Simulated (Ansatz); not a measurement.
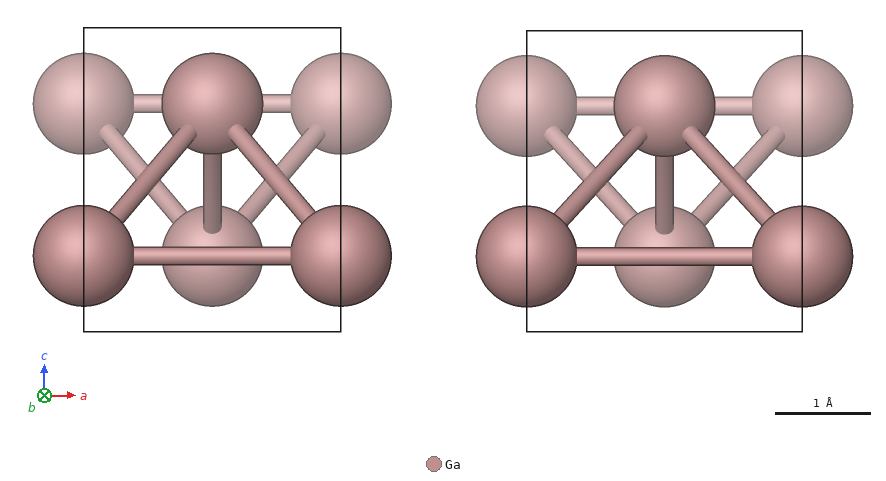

Two geometries of a crystal of Ga (set up in Cmcm), drawn at one scale. One is the start of a relaxation, the other its converged end. Style: ball-and-stick. Shown: the conventional cell (2 times the calculation's cell), along the b axis. Lengths and directions refer to the drawn axes.

Method: DFT, PBEsol, PAW with Ansatz's default frozen-core files, scalar-relativistic (Ansatz). (plane-wave cutoff 420 eV; k-point mesh 12 × 12 × 10; occupations fermi dirac; smearing width 0.05 eV; no spin polarisation; cell and atoms relaxed; force threshold 0.005 eV/Å; at most 80 steps)

### Which of the two is the end point?

The left one is the relaxed one. Case: cell and atoms relaxed from 1.0 times the given volume. After 6 accepted moves (7 points after the start) the energy has fallen by 21.9 meV per atom. The largest force component goes from 0.19 to 0.00038 eV/Å. The pressure goes from −1.94 to −0.01 GPa. The SCF was repeated once at an unchanged geometry on a basis and grid sized afresh for the cell, which shifted the energy by 0.2 meV per atom at most. The largest moves relative to the cell, 0.006 Å, are those of Ga atoms. Cell: a 2.900 → 2.707 Å (−6.7 %), b 8.130 → 8.261 Å (+1.6 %), c 3.170 → 3.202 Å (+1.0 %). Volume −4.2 %. Near-neighbour distances that change, for instance: Ga–Ga 2.900 → 2.707 Å, Ga–Ga 2.681 → 2.709 Å, Ga–Ga 2.869 → 2.860 Å. The space group stays Cmcm (No. 63).
